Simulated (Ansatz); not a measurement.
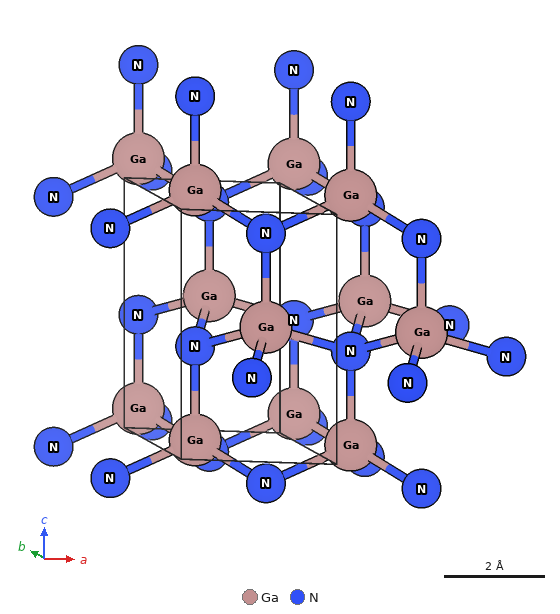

This is a symmetric starting cell of GaN. Style: ball-and-stick. Shown: the cell of the calculation, repeated 2 × 2 × 1 with one cell outlined, from a free direction.

Computed with DFT PBE, scalar-relativistic, plane waves, PAW (Ansatz). Settings: plane-wave cutoff 420 eV; k-point mesh 12 × 12 × 6; occupations gaussian; smearing width 0.02 eV; no spin polarisation.

Now this is done to it. The cell is strained by +2.8 % along c and −3.2 % across it (volume −3.6 %) and atoms are displaced by up to 0.13 Å (root mean square over those that move 0.10 Å) relative to the cell. No relaxation follows. The starting cell wasn't computed here and needn't be at equilibrium, so pressure and forces aren't due to the change alone.

**What is the effect?**

The pressure is 24.0 GPa (not all of it need come from the change, since the unchanged cell can be under pressure at this level too). The principal stresses (compression positive) are −1.1 GPa along c and 36.5 GPa across it. The largest force is 2.2 eV/Å, on a Ga atom. The forces point straight back along the displacements (cosine −1.00). Near-neighbour distances before and after: Ga–N 1.944 → 1.828 to 2.214 Å. The space group (tolerance 0.01 Å) goes from P6_3mc (No. 186) to P3m1 (No. 156).

Drawn alike, the variant:

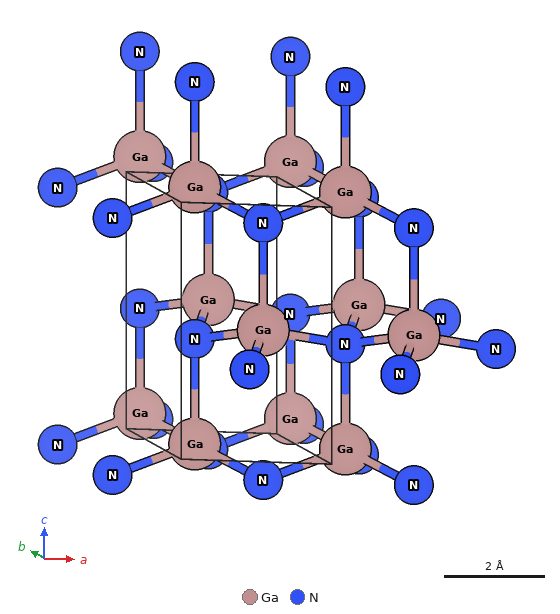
